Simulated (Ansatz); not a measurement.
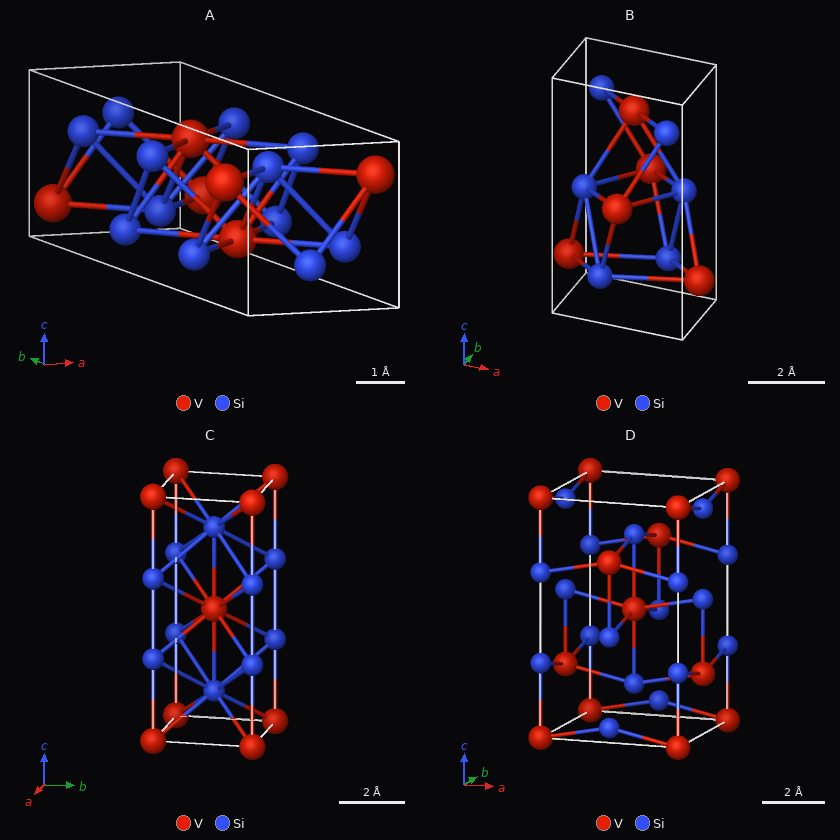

Four structures of VSi2, each relaxed to rest (conventional cells in solid outline, small ones repeated, each panel with its own scale). Method: Ansatz 0.2.0, DFT PBE, scalar-relativistic, plane waves, PAW, without spin polarisation.

**Give the type and space group of each panel.**

A: 12 atoms a cell on a base-centred orthorhombic lattice, Cmcm; B: 9 atoms a cell on a primitive hexagonal lattice, P6_222; C: 6 atoms a cell on a body-centred tetragonal lattice, I4/mmm; D: 12 atoms a cell on a body-centred tetragonal lattice, I4_1/amd.

**Which of these is lowest in energy, and how far above it do the others lie?**

B, then C (+68 meV/atom), A (+189 meV/atom) and D (+750 meV/atom), energies at zero smearing.

**Collect the results in a table.**

| panel | structure | E − E(lowest) (meV/atom) | volume (Å³/atom) | gap (eV) |
| --- | --- | --- | --- | --- |
| B | P6_222 | 0 | 12.8 | metal |
| C | I4/mmm | 68 | 12.8 | metal |
| A | Cmcm | 189 | 13.2 | metal |
| D | I4_1/amd | 750 | 15.3 | metal |

Some of these may be structure types tried for this composition rather than known phases, and the most stable form need not be among them. Gaps are taken on the k-mesh or band path of each run.
